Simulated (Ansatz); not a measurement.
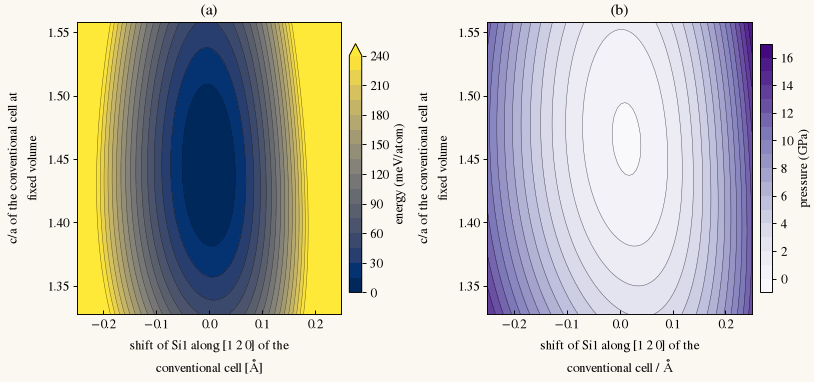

Si2W (P6_222, No. 180; 9 atoms in the cell). The energy is mapped over a free internal coordinate and the cell. The first coordinate is: shift of Si1 along [1 2 0] of the conventional cell, Cartesian (0 1 0), its symmetry partners moved as symmetry demands (measured in the relaxed cell); the second: c/a of the conventional cell at fixed volume. Nothing is relaxed (all other coordinates fixed). The scan uses a 7 × 7 grid. Points are written as (first, second). Energies are in meV/atom, from the lowest grid point. The band gap closes in part of the range. Method: DFT LDA, scalar-relativistic, plane waves, PAW in Ansatz. Settings: cutoff 420 eV, k-mesh 9×9×6 in the order of the run's cell vectors, gaussian smearing 0.03 eV, no spin polarisation.

Panel (a) is the energy and panel (b) the computed pressure on the same grid.

Drawn: filled contours, one colour for all values above the top of the scale. Between grid points the surface is interpolated.

How does the pressure vary over the map, and what is it at the lowest grid point?

Answer. It runs from −0.1 GPa at (0.000 Å, 1.481) to 16.0 GPa at (0.250 Å, 1.558). At the lowest grid point, (0.000 Å, 1.443), it is 0.0 GPa.

| second ↓, first → | −0.250 | −0.167 | −0.083 | 0.000 | 0.083 | 0.167 | 0.250 |
| --- | --- | --- | --- | --- | --- | --- | --- |
| 1.558 | 11.6 | 6.0 | 2.4 | 1.2 | 2.5 | 7.1 | 16.0 |
| 1.520 | 10.7 | 5.2 | 1.7 | 0.3 | 1.5 | 5.8 | 14.5 |
| 1.481 | 10.3 | 4.9 | 1.4 | −0.1 | 0.9 | 5.0 | 13.2 |
| 1.443 | 10.5 | 5.1 | 1.6 | 0.0 | 0.8 | 4.7 | 12.4 |
| 1.404 | 11.1 | 5.8 | 2.2 | 0.6 | 1.1 | 4.7 | 12.1 |
| 1.366 | 12.3 | 7.1 | 3.4 | 1.6 | 1.9 | 5.1 | 12.1 |
| 1.327 | 14.1 | 8.8 | 5.2 | 3.2 | 3.2 | 6.1 | 12.6 |

PAW datasets: the set soft_1.
